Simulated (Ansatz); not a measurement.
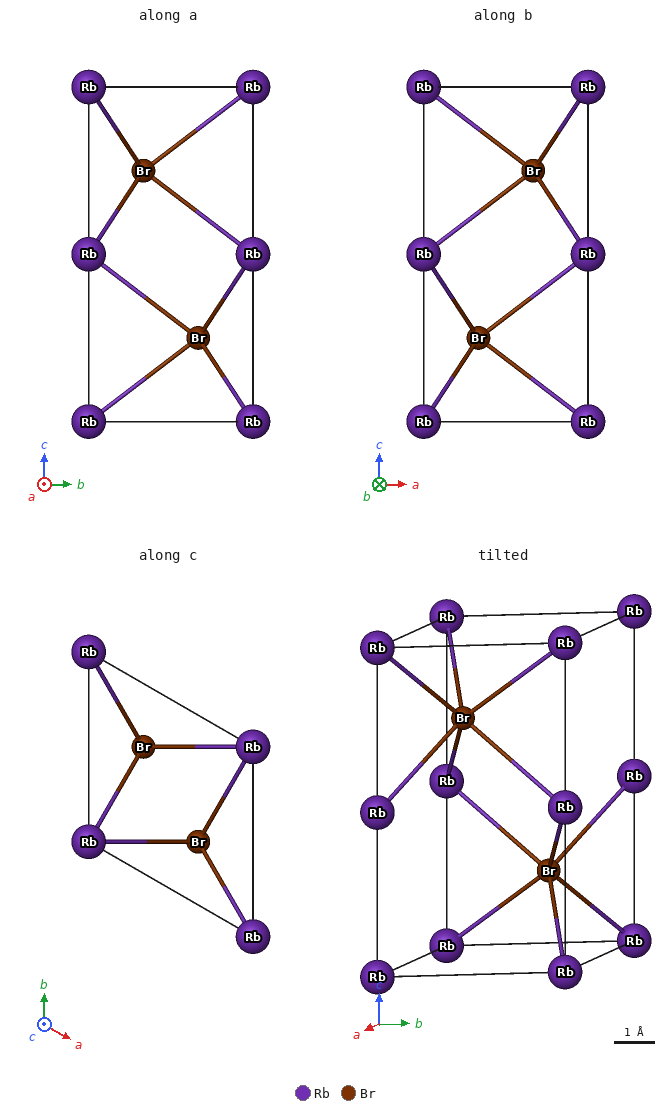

Ball-and-stick representation of a periodic structure, projected along the a axis, along the b axis, along the c axis and slightly off an axis. Atoms at the boundary of the conventional unit cell (the box) are drawn once for each face, edge or corner they touch.

Lattice parameters: a = 4.771 Å, b = 4.771 Å, c = 8.410 Å, α = 90.00°, β = 90.00°, γ = 120.00°.

### Give the structure in the form of a table of Wyckoff sites.

Space group P6_3/mmc (No. 194).
```
atom  site       x       y       z
  Rb    2a  0.0000  0.0000  0.0000
  Br    2c  0.3333  0.6667  0.2500
```

Starting structure: a structure type filled with these elements by a generator (whether the compound takes this form wasn't checked). Earlier steps of the study may have refined or changed the cell and positions. It was set up as input for a calculation with Ansatz.
